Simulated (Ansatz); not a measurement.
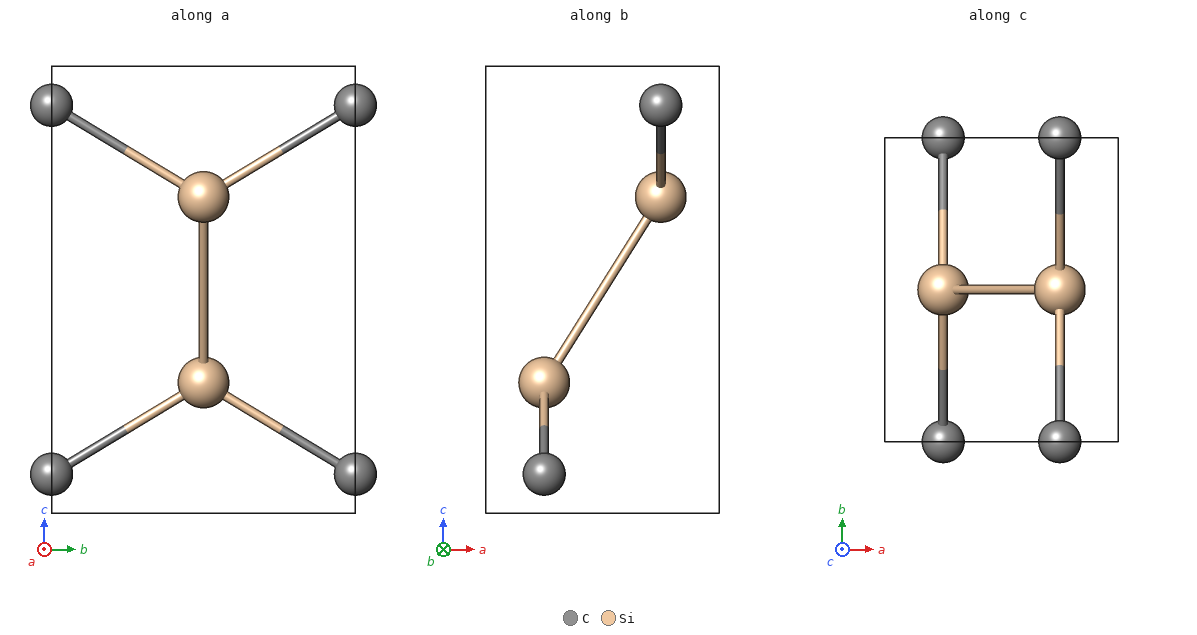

This ball-and-stick model is shown along the a axis, along the b axis and along the c axis. The conventional unit cell is outlined; an atom on or near a face, edge or corner is repeated at each equivalent position.

Lattice parameters: a = 2.577 Å, b = 3.357 Å, c = 4.941 Å, α = 90.00°, β = 90.00°, γ = 90.00°.

### Set out the cell and atoms as a table of Wyckoff sites, with free fractional coordinates to two decimals.

Space group Pmma (No. 51).
```csv
atom,site,x,y,z
C,2e,0.75,0.00,0.91
Si,2f,0.25,0.50,0.29
```

Provenance: a structure type filled with these elements by a generator (whether the compound takes this form wasn't checked). Earlier steps of the study may have refined or changed the cell and positions. It was the input of a calculation with Ansatz.
